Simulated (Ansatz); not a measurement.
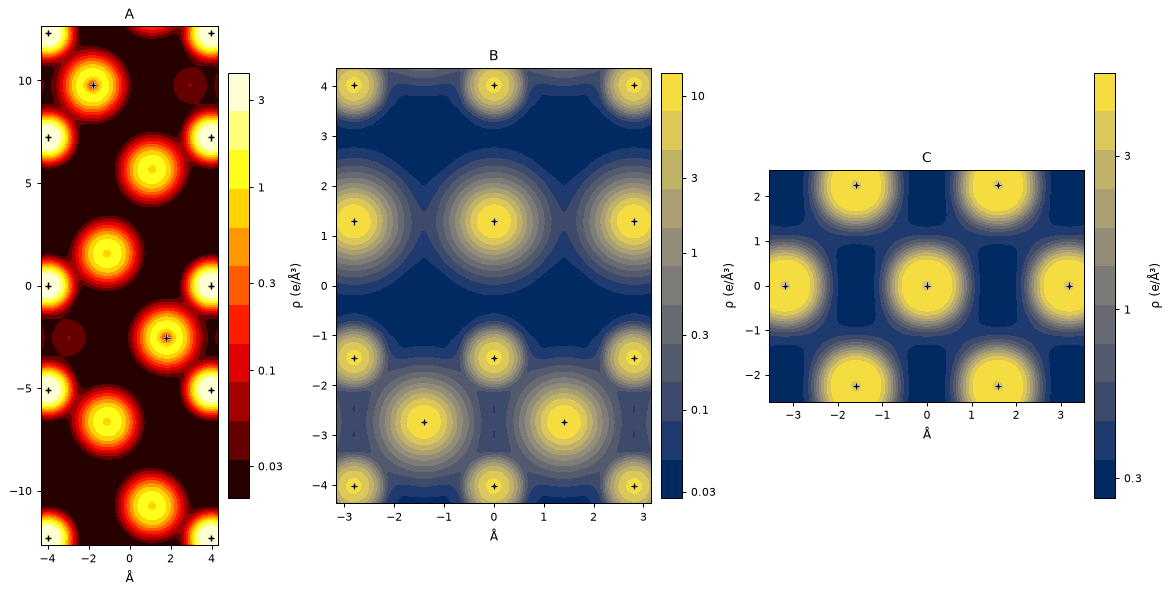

The valence charge density (pseudo) of 3 systems, each on a plane through atoms (crosses mark nuclei in the plane).

These are results of DFT PBE, scalar-relativistic, plane waves, PAW in Ansatz 0.2.0, not measurements.

System 1: K2Br3, the (010) plane of the conventional cell. Space group R-3c; started from the corundum_167 prototype, which need not be the ambient phase.

```
CELL_PARAMETERS angstrom
7.96233 0.00000 0.00000
-3.98117 6.89558 0.00000
0.00000 0.00000 24.60152
ATOMIC_POSITIONS crystal
K 0.66667 0.33333 0.18648
K 0.33333 0.66667 0.51982
K 0.00000 0.00000 0.85315
K 0.33333 0.66667 0.31352
K 0.00000 0.00000 0.64685
K 0.66667 0.33333 0.98018
K 0.00000 0.00000 0.14685
K 0.66667 0.33333 0.48018
K 0.33333 0.66667 0.81352
K 0.33333 0.66667 0.01982
K 0.00000 0.00000 0.35315
K 0.66667 0.33333 0.68648
Br 0.94052 0.33333 0.08333
Br 0.60718 0.66667 0.41667
Br 0.27385 0.00000 0.75000
Br 0.66667 0.60718 0.08333
Br 0.33333 0.94052 0.41667
Br 0.00000 0.27385 0.75000
Br 0.39282 0.05948 0.08333
Br 0.05948 0.39282 0.41667
Br 0.72615 0.72615 0.75000
Br 0.72615 0.00000 0.25000
Br 0.39282 0.33333 0.58333
Br 0.05948 0.66667 0.91667
Br 0.00000 0.72615 0.25000
Br 0.66667 0.05948 0.58333
Br 0.33333 0.39282 0.91667
Br 0.27385 0.27385 0.25000
Br 0.94052 0.60718 0.58333
Br 0.60718 0.94052 0.91667
```

System 2: W, the (011̄) plane of the conventional cell. Space group Im-3m.

```
W
1.0
     3.18356    0.00000    0.00000
     0.00000    3.18356    0.00000
     0.00000    0.00000    3.18356
W
2
Direct
  0.00000 0.00000 0.00000
  0.50000 0.50000 0.50000
```

System 3: Li2F, the (11̄0) plane of the conventional cell. Space group P4₂/mnm; started from the rutile_136 prototype, which need not be the ambient phase.

```
CELL_PARAMETERS angstrom
5.68764 0.00000 0.00000
0.00000 5.68764 0.00000
0.00000 0.00000 2.80986
ATOMIC_POSITIONS crystal
Li 0.33993 0.33993 0.00000
Li 0.16007 0.83993 0.50000
Li 0.66007 0.66007 0.00000
Li 0.83993 0.16007 0.50000
F 0.00000 0.00000 0.00000
F 0.50000 0.50000 0.50000
```

Q: Which map belongs to which system?

A: Panel A is system 1, K2Br3: the plane holds K and Br. Panel B is system 3, Li2F: the plane holds Li and F. Li–F (1.91 Å): ρ at the midpoint is about 0.35 e/Å³. Panel C is system 2, W: the plane holds W. W–W (2.76 Å): ρ is about 0.41 e/Å³ halfway.
